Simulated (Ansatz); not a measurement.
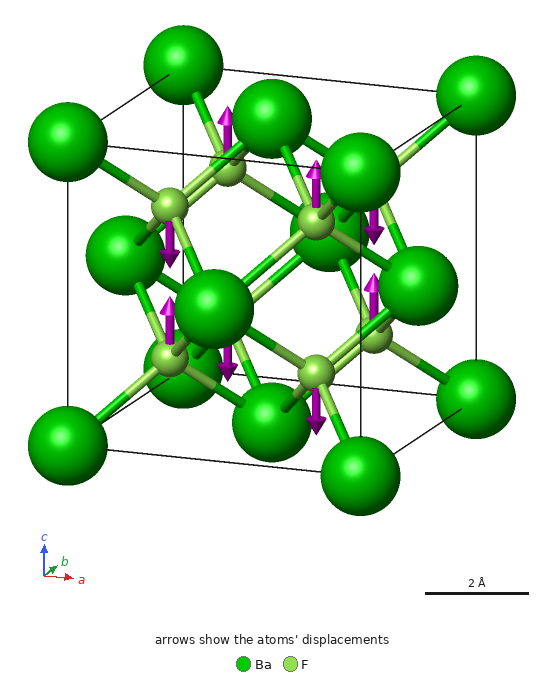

One vibrational mode of solid BaF2 at the zone centre. The purple arrows give the relative displacements of the atoms. The picture is a ball-and-stick view of the conventional cell (4 times the calculation's cell), seen slightly off an axis. Lengths and directions refer to the drawn axes.

Level of theory: DFT PBEsol, scalar-relativistic, plane waves, PAW in Ansatz. (plane-wave cutoff 420 eV; k-point mesh 6 × 6 × 6; occupations gaussian; smearing width 0.05 eV; no spin polarisation)

Frequencies are those without the non-analytic (LO–TO) term.

Give the symmetry, activity and frequency of this mode.

This is the T₂g mode (triply degenerate; one member of the set is drawn) at 241 cm⁻¹, the highest optical level, Raman-active by symmetry. The Ba atoms stay at rest; all motion is along c; atoms of one kind move against one another, with no net shift of their sublattice.
